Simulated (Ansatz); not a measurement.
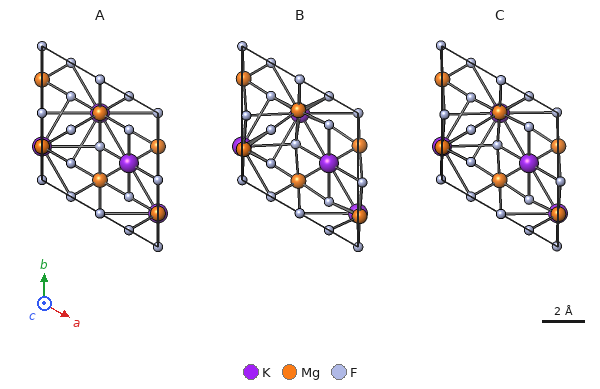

3 geometries from one relaxation of a defect cell of composition K₃Mg₄F₁₂ (cell charge −1) (started half-way along a vacancy jump, in the symmetry of that start), in shuffled order. The picture is a ball-and-stick view of the cell of the calculation (origin shifted), seen along the c axis.

Level of theory: DFT PBEsol, scalar-relativistic, plane waves, PAW in Ansatz 0.2.0. (plane-wave cutoff 420 eV; k-point mesh 4 × 4 × 4; occupations gaussian; smearing width 0.05 eV; no spin polarisation; atoms relaxed in a fixed cell; force threshold 0.02 eV/Å; at most 60 steps)

**Order the frames from highest to lowest energy.**

A, C, B. They are steps 0, 1, 4, at +2.798 eV per cell of the calculation, +0.593 eV per cell of the calculation relative to the last. The largest moves, 0.30 Å, are those of F atoms. By element the largest moves are F 0.30 Å, Mg 0.16 Å. K stays in place. The cell doesn't change. Some distances before and after: F–K 1.995 → 2.294 Å, F–K 2.822 → 2.620 Å, K–Mg 2.822 → 2.980 Å, F–Mg 1.995 → 2.115 Å. Bond angles that change, for instance: F–Mg–F 90.0° → 100.1°, Mg–F–Mg 180.0° → 169.9°, K–F–K 90.0° → 99.2°. Over 4 geometry steps the energy falls by 2.798 eV per cell of the calculation. The largest force component goes from 4.6 to 0.0069 eV/Å. Cost: 16 s on 4 threads of Intel(R) Xeon(R) 6975P-C (Granite Rapids), with other jobs on the host, peak memory 0.99 GiB.

Limits of the set-up: the periodic images lie only 6.9 Å apart, so the values are limited by the cell's size; the cell is charged, on a uniform background, and energies carry no finite-size correction.
